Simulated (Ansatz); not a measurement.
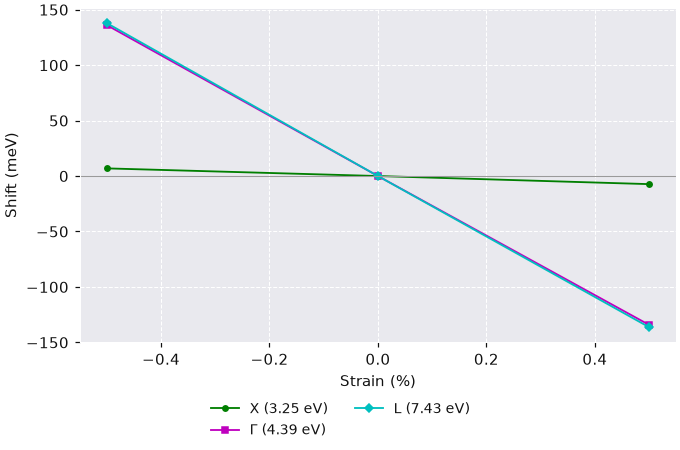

Shifts of the lowest conduction level at the points named, against the centre of the valence top at Γ (unstrained energies in the legend).

System: zincblende AlN, space group F-43m (No. 216), 2 atoms in the primitive cell, in a cell relaxed beforehand; cubic a = 4.342 Å. Here all lengths are changed by ±0.5 %, and the atoms are carried along without relaxing. Method: LDA, Ansatz PAW set, no spin polarisation, no spin-orbit coupling, 8×8×8 k mesh, 420 eV cutoff (Ansatz).

**How fast does each conduction level move?**

For each 1 % of strain: −14 meV at X, −270 meV at Γ and −274 meV at L. Over dlnV = 3 % that gives deformation potentials of −0.5 eV at X, −9.0 eV at Γ and −9.1 eV at L, against the valence top.

The PAW data sets were made with another functional. LDA, GGA and most meta-GGA functionals understate gaps. The usual form of AlN is wurtzite.
